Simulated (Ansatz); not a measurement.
# Molecular dynamics of Mg$_{8}$O$_{9}$ (part 2 of 2)

Continued. System: Mg$_{8}$O$_{9}$ (defect cell, 17 atoms in the cell). Method: DFT PBE, scalar-relativistic, plane waves, PAW, PAW set soft_1, spin-polarised (Ansatz 0.2.0); cutoff 420 eV, 2×2×2 k-mesh, Fermi–Dirac smearing of 0.05 eV, collinear spins. The structure derives from an entry of the Crystallography Open Database. It belongs to a series of runs on one base structure; here: dynamics from the start.

Geometry of the input (Å; fractional positions):
```
0.0000  3.8550  3.8550
3.8550  0.0000  3.8550
3.8550  3.8550  0.0000
Mg -0.0004  -0.0050  0.0029
O  0.2565  0.2462  0.2488
Mg -0.0225  0.0679  0.4776
O  0.2605  0.2188  0.7606
Mg 0.0027  0.4955  -0.0007
O  0.2768  0.7450  0.2018
Mg 0.0026  0.4953  0.5027
O  0.2766  0.7450  0.7767
Mg 0.5029  -0.0049  0.0029
O  0.7488  0.2462  0.2489
Mg 0.5028  -0.0050  0.4996
O  0.7487  0.2462  0.7566
Mg 0.5097  0.4711  0.0098
O  0.7531  0.7411  0.2531
Mg 0.4993  0.4955  0.5028
O  0.7017  0.7449  0.7769
O  0.1010  0.6964  0.6011
```

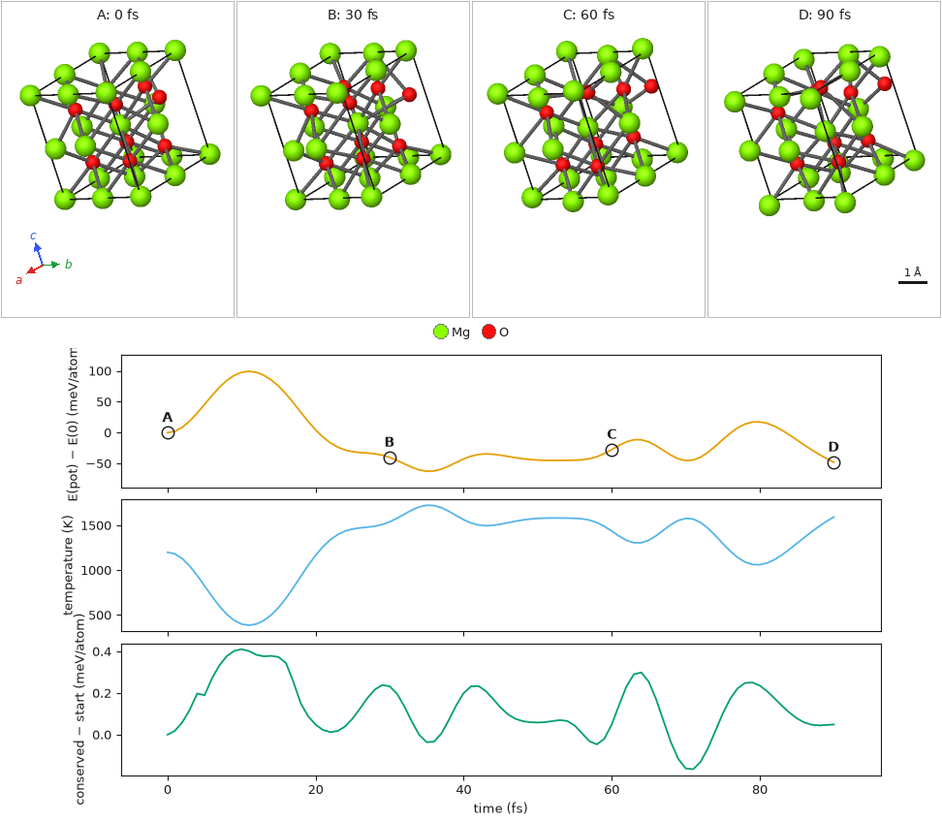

*Frames of the molecular dynamics (ball-and-stick, reduced simulation cell, seen slightly off an axis) above the curves, on which the letters mark them.*

The trajectory kept here has 91 frames over 90 fs. The temperature starts at 1200 K, ranges from 386 to 1724 K and averages 1414 K over the second half. The potential energy ends 47.9 meV/atom below its first value. The conserved quantity stays within 0.58 meV/atom. With the common drift removed, the root-mean-square displacement is 0.38 Å, and O17 has moved furthest (1.09 Å).

```
NSCF: frozen V_eff on 8 k-points
the band table was solved once a step of the walk had ended and its energy, with any forces and stress, was formed, with the checks that follow a solve (5168 applications of the Hamiltonian). They found nothing against the state; the energy, forces and stress were not computed again (output.eigenvalues in the input reference)
SCF converged after 7 iterations
Magnetization: 0.0000 μB (67.0000 up, 67.0000 down)
Absolute magnetization: 0.0000 μB (∫|ρ↑−ρ↓|, with the PAW one-centre terms)
Spin contamination: 0.0000 ħ² per cell (⟨S²⟩ above its minimum at these occupations)
Per-site moments (μB) at R_I (Å): [(8.741233289970449e-10, 0.7470258735400314), (4.493022953526057e-10, 0.687937976984098), (-4.796996167942787e-10, 0.7029587949335779), (1.749704329676443e-9, 0.7470258735400314), (-3.0334333517026735e-10, 0.7608456698450454), (-3.513915377209103e-8, 0.7338385717703649), (-1.9245156169949772e-10, 0.6918800437493698), (-4.5138440075162625e-8, 0.7333252299251568), (1.082721919186702e-9, 0.6932345170197184), (3.2388986687387106e-9, 0.7339619642121634), (3.4564001054824204e-11, 0.7339619642121634), (2.5861280253380644e-9, 0.774973324492073), (7.264216848196342e-10, 0.687937976984098), (8.906567097149487e-10, 0.7469040734004894), (1.0820664659647865e-9, 0.7512804211389444), (-1.5065146956233053e-7, 0.5818993036162754), (1.679008600864527e-7, 0.5818993036162754)]
Free energy (F): -20498.756084 eV
Harris-Foulkes:  -20498.756084 eV  (|F-HF|=3.20e-10)
Internal energy: -20498.756084 eV  (E = F + TS)
E sigma→0 (E₀):  -20498.756084 eV
Fermi energy:    16.269130 eV
--- Per-component energies (eV) ---
  E_band       = -1748.084966
  E_kinetic    = 2219.197804
  E_local      = -12322.963336  (includes V_loc(G=0)·N_el)
  E_nonlocal   = 2039.578666
  E_hartree    = 4087.437575
  E_xc         = -905.301746
  E_vxc        = -1161.832281  (∫ρ·V_xc dr)
  E_paw        = -3859.723694  (= ΣΔE_a)
  E_vpaw       = -696.947189  (= ΣTr[D̂ρ^β])
  E_aug_tail   = 0.005953  (compensation charges beyond the density's cutoff)
  E_ewald      = -11756.987306
  E_smearing   = -0.000000  (= −TS)
  E_closure    = -0.000000  (closes the sum)
  Σ components = -20498.756084   (vs F -20498.756084, Δ=0.00e0)
--- Forces (eV/Å), atoms counted from 1 ---
  atom   1  Mg     0.51142396     0.12752755    -3.08769898
  atom   2  O      2.54865499     0.34303376    -1.38824387
  atom   3  Mg     0.07666948    -2.86426061     0.19060797
  atom   4  O     -1.17794662    -0.42900300     0.44304879
  atom   5  Mg    -0.70699887     2.09104873    -1.34541146
  atom   6  O      1.43175439    -0.59256763     1.37607716
  atom   7  Mg    -1.91707245    -0.25261696    -2.88292366
  atom   8  O      3.12776210     2.53911146     1.42646859
  atom   9  Mg    -0.50291518     0.34331758     0.75730376
  atom  10  O      0.05836845     0.45075413     2.68238883
  atom  11  Mg     1.09444838     0.68072724    -2.19723476
  atom  12  O      1.01973647    -0.42201355     1.04113609
  atom  13  Mg    -0.87891098    -0.02025790     6.09875147
  atom  14  O     -2.84509606     0.05962165     0.79245806
  atom  15  Mg    -1.22130025     0.08544024    -2.47382475
  atom  16  O     -3.19871171    -1.87333158     0.32867596
  atom  17  O      2.58010194    -0.26645368    -1.76159738
  max |Σ_I F_I| component: 7.74e-5 eV/Å
--- Band table (eV; the first three rows and the last of 16) ---
  k-point 0 ↑: bands = ["-59.3347", "-59.2043", "-59.0368", "-58.9848", "-58.8974", "-58.8054", "-58.6503", "-58.5590", "-26.2566", "-26.1261", "-26.1219", "-26.1040", "-26.0107", "-25.9875", "-25.9611", "-25.8991", "-25.8025", "-25.7829", "-25.7588", "-25.7320", "-25.7162", "-25.6645", "-25.6634", "-25.6140", "-25.5886", "-25.5496", "-25.4477", "-25.4301", "-25.4101", "-25.4017", "-25.3277", "-25.2910", "-9.7839", "-6.0326", "-4.7258", "-4.0502", "-3.9654", "-3.9141", "-3.7109", "-3.3093", "-2.5861", "5.4145", "5.5331", "6.6126", "6.7245", "6.7478", "6.9310", "7.1568", "9.4632", "9.6893", "10.1906", "10.4645", "10.5959", "10.7372", "10.8912", "11.0326", "11.0919", "11.4208", "11.6679", "11.7333", "11.7780", "11.8619", "11.9486", "12.0010", "12.4553", "12.6012", "12.6864", "20.0652", "20.3305", "21.3655", "21.6505", "21.7872", "21.8900", "22.4201", "24.2008", "25.1014", "26.0314", "26.7132", "27.1745", "27.7097", "27.7473", "28.0162", "28.2413", "28.4416", "29.2930"]
  k-point 1 ↑: bands = ["-59.3346", "-59.2039", "-59.0369", "-58.9847", "-58.8972", "-58.8057", "-58.6505", "-58.5592", "-26.2378", "-26.1185", "-26.1062", "-26.0900", "-25.9944", "-25.9764", "-25.9708", "-25.8870", "-25.7989", "-25.7892", "-25.7670", "-25.7305", "-25.7134", "-25.6771", "-25.6576", "-25.6138", "-25.6023", "-25.5688", "-25.4559", "-25.4491", "-25.4157", "-25.4054", "-25.3383", "-25.2919", "-9.6723", "-5.9365", "-4.9759", "-4.7088", "-4.0471", "-3.8745", "-3.8116", "-3.3808", "-1.3875", "4.8076", "6.2566", "6.3456", "7.1879", "7.3227", "7.7098", "8.2022", "8.6277", "9.3895", "9.4078", "9.8852", "9.9569", "10.1805", "10.2592", "10.3625", "10.7794", "10.9399", "11.3160", "11.4468", "11.7379", "11.9837", "12.0557", "12.1443", "12.7459", "13.0316", "13.5798", "18.7643", "21.8620", "22.0704", "22.8231", "23.3775", "23.4312", "24.1412", "24.7964", "25.4903", "26.1144", "26.3049", "26.6130", "26.7111", "26.8161", "26.9670", "27.8133", "28.4038", "28.9812"]
  k-point 2 ↑: bands = ["-59.3345", "-59.2040", "-59.0363", "-58.9853", "-58.8975", "-58.8055", "-58.6502", "-58.5595", "-26.2306", "-26.1111", "-26.1067", "-26.0932", "-25.9925", "-25.9746", "-25.9575", "-25.8952", "-25.8169", "-25.7789", "-25.7616", "-25.7481", "-25.7330", "-25.6742", "-25.6538", "-25.6130", "-25.5871", "-25.5644", "-25.4421", "-25.4343", "-25.4279", "-25.4095", "-25.3327", "-25.3189", "-9.7063", "-5.8012", "-4.7785", "-4.5073", "-4.0477", "-3.8832", "-3.8516", "-3.5230", "-2.2197", "5.9424", "6.5995", "7.0446", "7.1537", "7.3751", "7.7696", "7.9643", "8.6412", "9.2454", "9.6059", "9.7571", "9.9147", "10.0662", "10.1106", "10.6323", "10.6577", "10.8823", "10.9546", "11.2676", "11.3383", "11.7252", "11.9132", "12.0776", "12.1321", "12.2823", "13.6814", "20.3120", "21.7980", "22.4175", "23.2921", "23.5116", "23.5480", "23.6297", "25.3690", "25.5353", "25.9524", "26.0767", "26.4524", "26.6839", "26.9585", "27.8634", "28.1826", "28.4828", "28.6409"]
  k-point 7 ↓: bands = ["-59.3345", "-59.2040", "-59.0364", "-58.9849", "-58.8979", "-58.8052", "-58.6506", "-58.5592", "-26.2297", "-26.1164", "-26.1055", "-26.0943", "-25.9925", "-25.9722", "-25.9619", "-25.8987", "-25.7945", "-25.7890", "-25.7551", "-25.7470", "-25.7284", "-25.6873", "-25.6475", "-25.6316", "-25.5683", "-25.5490", "-25.4639", "-25.4379", "-25.4313", "-25.4234", "-25.3385", "-25.2937", "-9.7046", "-5.8353", "-4.6361", "-4.6036", "-4.1022", "-3.9501", "-3.8125", "-3.3905", "-2.2904", "6.0156", "6.6114", "6.9552", "7.1964", "7.2282", "7.7647", "7.9351", "8.7809", "9.1855", "9.6796", "9.7355", "10.0422", "10.0854", "10.1900", "10.6094", "10.6479", "10.7593", "10.9141", "11.1564", "11.5053", "11.7697", "11.8250", "12.0775", "12.1984", "12.3978", "13.4141", "20.3193", "21.8000", "22.7021", "23.1690", "23.3125", "23.3745", "23.7813", "25.2700", "25.7901", "25.9429", "26.3030", "26.3438", "26.5383", "27.3825", "27.8003", "28.0036", "28.4296", "28.7575"]
--- MD trajectory: 90 steps, t = 0.0 → 90.0 fs ---
  final state: T = 1592.9 K   F+E_penalty+E_count = -20498.75608449 eV   E_kin = 3.294287 eV
  conserved energy: peak-to-peak 9.800e-3 eV (5.765e-4 eV/atom) over 90.0 fs
```

Trajectory as extended XYZ (Å, eV, eV/Å), 6 of the 91 frames kept, from step=0 to step=90
```
17
Lattice="0.0000 3.8550 3.8550 3.8550 0.0000 3.8550 3.8550 3.8550 0.0000" Properties=species:S:1:pos:R:3:forces:R:3 step=0 time_fs=0.0 energy=-20497.94116 temperature=1200.0
Mg   -0.0079    0.0096   -0.0209    0.0029  -0.0043   0.0325
O     1.9081    1.9481    1.9380    0.0013   0.0021   0.0067
Mg    2.1028    1.7544    0.1751   -0.0729   0.0710  -0.0745
O     3.7756    3.9361    1.8478    0.0328  -0.0339   0.0334
Mg    1.9078    0.0079    1.9207   -0.0287  -0.0032   0.0050
O     3.6498    1.8452    3.9390   -0.3272  -0.0327   0.0438
Mg    3.8475    1.9482    1.9197    0.0069   0.0294   0.0065
O     5.8661    4.0606    3.9383    0.0485   0.3378   0.0481
Mg   -0.0078    1.9497    1.9195    0.0039  -0.0339   0.0037
O     1.9083    3.8461    3.8356    0.0014  -0.0074   0.0005
Mg    1.9070    3.8646    1.9193    0.0316  -0.0040   0.0023
O     3.8657    5.8031    3.8354    0.0067   0.0019   0.0006
Mg    1.8538    2.0024    3.7810   -0.0653   0.0642  -0.0645
O     3.8327    3.8789    5.7599   -0.0015  -0.0009  -0.0013
Mg    3.8485    3.8630    3.8351    0.0044  -0.0023  -0.0294
O     5.8668    5.7002    5.5769    0.0434  -0.0320  -0.3258
O     5.0018    2.7065    3.0742    0.3116  -0.3517   0.3127
17
Lattice="0.0000 3.8550 3.8550 3.8550 0.0000 3.8550 3.8550 3.8550 0.0000" Properties=species:S:1:pos:R:3:forces:R:3 step=18 time_fs=18.0 energy=-20497.38065 temperature=931.8
Mg   -0.1264   -0.0360   -0.0849    1.6158   3.1519   1.3366
O     1.9002    1.9522    1.9892    0.4289   0.2273  -0.8651
Mg    2.1695    1.6678    0.2501    0.0321   0.7826   0.6276
O     3.7360    4.0107    1.9452    1.4054  -1.9484  -2.1858
Mg    1.9715   -0.0888    1.8586   -1.8074   1.9544   1.8797
O     3.6103    1.9142    4.0490    1.1200   0.0225  -1.2786
Mg    3.7633    2.0245    1.9296    0.3851  -0.3216   0.7709
O     5.8060    4.1042    3.9242   -0.4661  -0.8589  -0.4001
Mg    0.0815    1.9649    1.9319   -0.6164   0.7592   0.9959
O     1.9173    3.8251    3.7991   -1.0981   0.0629  -0.0169
Mg    1.8755    3.9287    1.8546   -0.2798  -0.3907   1.1206
O     3.9126    5.8798    3.8951   -1.4461  -1.2925  -0.6467
Mg    1.8420    2.0036    3.8150    0.4621   0.1680  -0.4281
O     3.8267    3.9878    5.7244    0.2904  -0.9485  -0.0349
Mg    3.8625    3.8035    3.7264    1.2587   0.4645   2.2818
O     5.9255    5.7902    5.6314   -0.2912   0.5052   1.3237
O     5.0590    2.4605    3.0432   -0.9933  -2.3379  -4.4805
17
Lattice="0.0000 3.8550 3.8550 3.8550 0.0000 3.8550 3.8550 3.8550 0.0000" Properties=species:S:1:pos:R:3:forces:R:3 step=36 time_fs=36.0 energy=-20498.99774 temperature=1720.4
Mg   -0.0704    0.2260   -0.0233   -0.1027  -2.5007  -1.2403
O     1.9175    1.9945    1.9784   -2.5761  -0.0446   1.7004
Mg    2.1256    1.7356    0.3014   -2.7721   1.3836  -2.0868
O     3.8883    3.8369    1.7755   -1.7771   1.6926   2.7948
Mg    1.8537    0.0041    1.9833    1.2567  -0.9668  -0.9266
O     3.7125    1.9926    4.0327    0.1360   0.7483  -0.9889
Mg    3.6242    2.0487    1.9524    2.2937  -0.9894  -0.2525
O     5.7137    3.9484    3.8276    2.4605  -0.5322   1.1464
Mg    0.0945    2.0478    2.0200    1.2206  -0.7464  -0.4195
O     1.7941    3.8212    3.7892    2.1691   0.0681   1.4121
Mg    1.8464    3.9637    1.9034    1.1656   0.4995  -0.0602
O     3.8183    5.7568    3.8511    1.8986   0.7993   0.4274
Mg    1.8475    2.0118    3.8261   -0.1207  -0.7436   0.3325
O     3.8226    3.9514    5.7075   -1.3139   0.2102   1.0108
Mg    3.9465    3.7921    3.8321   -2.6358   0.4857  -0.7430
O     6.1211    5.8624    5.5857   -0.7742  -0.4141  -1.9161
O     5.1660    1.9070    2.6721   -0.5282   1.0507  -0.1905
17
Lattice="0.0000 3.8550 3.8550 3.8550 0.0000 3.8550 3.8550 3.8550 0.0000" Properties=species:S:1:pos:R:3:forces:R:3 step=54 time_fs=54.0 energy=-20498.70400 temperature=1580.4
Mg    0.0108    0.2419   -0.0239    0.2555  -2.1232   1.4405
O     1.7847    2.0192    2.0828    4.5069  -0.6490  -3.1932
Mg    1.8594    1.9748    0.1878    0.6805  -2.9037  -0.3789
O     3.8034    3.8850    1.9737    1.2588   0.2573  -0.4401
Mg    1.8318    0.0300    2.0154   -0.2866  -1.7191  -0.4593
O     3.8405    2.0880    3.8675   -0.6567  -1.5017   0.5687
Mg    3.6139    1.9643    1.8880   -0.3090   1.1077   0.6832
O     5.8786    3.6789    3.9038   -1.7681   4.9821  -0.1109
Mg    0.1354    2.0589    2.0771   -3.9665  -0.1043  -1.0674
O     1.9349    3.8565    3.9754   -1.5409   1.2522  -1.0247
Mg    1.9618    3.9511    1.9498   -0.4787  -2.7079   0.0453
O     3.8502    5.7559    3.9058   -0.7888   0.9538   0.3183
Mg    1.8518    1.9655    3.7999    0.2431  -0.0656  -0.6426
O     3.6541    3.9328    5.8440    2.3585  -0.4892  -0.5167
Mg    3.8204    3.8834    3.8902    0.2565   0.2436   0.6619
O     6.2220    5.8147    5.3711    3.5170   1.1274  -0.3574
O     5.2630    1.6754    2.3125   -3.2815   2.3397   4.4733
17
Lattice="0.0000 3.8550 3.8550 3.8550 0.0000 3.8550 3.8550 3.8550 0.0000" Properties=species:S:1:pos:R:3:forces:R:3 step=72 time_fs=72.0 energy=-20498.61795 temperature=1532.0
Mg    0.0795    0.0217    0.0987   -2.6162   2.9572   0.1973
O     1.9458    1.9273    1.8272   -3.9712   0.0506   2.4923
Mg    1.7328    2.0441    0.0685    1.5461   1.0394   2.3865
O     3.8732    3.9949    2.1353   -0.7924  -1.1035  -1.4829
Mg    1.8393   -0.1330    1.9912    1.4463   1.2525   0.6917
O     3.7503    1.9807    3.7941    0.8396   0.9808   0.3695
Mg    3.6225    1.9713    1.9006    2.7959  -0.3626   1.6637
O     5.7911    4.0069    3.9897   -1.0437  -4.3909  -1.3900
Mg    0.0967    2.0367    2.0815    1.6081  -1.1379  -0.9966
O     1.8790    4.0458    3.9883    0.6448  -2.5722  -1.3281
Mg    1.9839    3.7868    2.0124   -1.0929   3.3506   0.1873
O     3.8315    5.9269    3.9547   -0.3512  -1.3521  -1.0065
Mg    1.8518    1.8769    3.6823    0.2087   1.9791  -1.4639
O     3.8222    3.8605    5.9053    0.0102   0.6411  -0.4508
Mg    3.7273    3.9991    4.0095    1.4039  -1.8082  -0.0788
O     6.2619    5.8251    5.2624    1.1361   0.9366  -0.1788
O     5.3067    1.8469    2.2877   -1.7719  -0.4603   0.3879
17
Lattice="0.0000 3.8550 3.8550 3.8550 0.0000 3.8550 3.8550 3.8550 0.0000" Properties=species:S:1:pos:R:3:forces:R:3 step=90 time_fs=90.0 energy=-20498.75608 temperature=1592.9
Mg   -0.0886    0.0952    0.2408    0.5114   0.1275  -3.0877
O     1.8527    1.8336    1.8658    2.5487   0.3430  -1.3882
Mg    1.8624    2.1102    0.1511    0.0767  -2.8643   0.1906
O     3.8604    3.9044    2.0487   -1.1779  -0.4290   0.4430
Mg    1.9725   -0.1483    2.0250   -0.7070   2.0910  -1.3454
O     3.7608    2.0048    3.7935    1.4318  -0.5926   1.3761
Mg    3.6982    1.9780    2.0158   -1.9171  -0.2526  -2.8829
O     5.5749    3.8775    3.8756    3.1278   2.5391   1.4265
Mg    0.1332    1.9191    2.0041   -0.5029   0.3433   0.7573
O     1.8538    3.8893    3.8360    0.0584   0.4508   2.6824
Mg    1.8978    3.9668    2.0589    1.0944   0.6807  -2.1972
O     3.7345    5.8802    3.8739    1.0197  -0.4220   1.0411
Mg    1.8450    1.9729    3.5277   -0.8789  -0.0203   6.0988
O     3.9450    3.8647    5.9060   -2.8451   0.0596   0.7925
Mg    3.7660    3.9157    4.0843   -1.2213   0.0854  -2.4738
O     6.3077    5.9193    5.1917   -3.1987  -1.8733   0.3287
O     5.3402    1.9283    2.3542    2.5801  -0.2665  -1.7616
```

Summary

- outcome: finished
- mean temperature over the second half: 1414 K
- trajectory: 90 steps, 90 fs
- ensemble: nvt_nose_hoover
- temperature in the input: 1200.0 K
- time step: 1 fs
- electrons treated: 134
- potential energy (free energy of the electrons) (last step): −20498.7561 eV
- Fermi energy (last step): 16.269 eV
- gap on the k-point mesh (last step): 4.98 eV
- net moment of the cell (last step): 0.00 μB
- integrated absolute moment (last step): 0.00 μB
- largest force (length of the vector) (last step): 6.162 eV/Å
- wall time: 19 min
- peak memory: 0.79 GiB

Notes

The electronic state found may not be the lowest one. Notes on the run: a screening estimate came out negative during mixing; some starting moments were not kept. So coarse a mesh can miss the band edges, so the true gap of this method can be much smaller, or zero. The k-point mesh is coarse for a cell of this size, so the results may not be converged. So short a trajectory is not equilibrated.
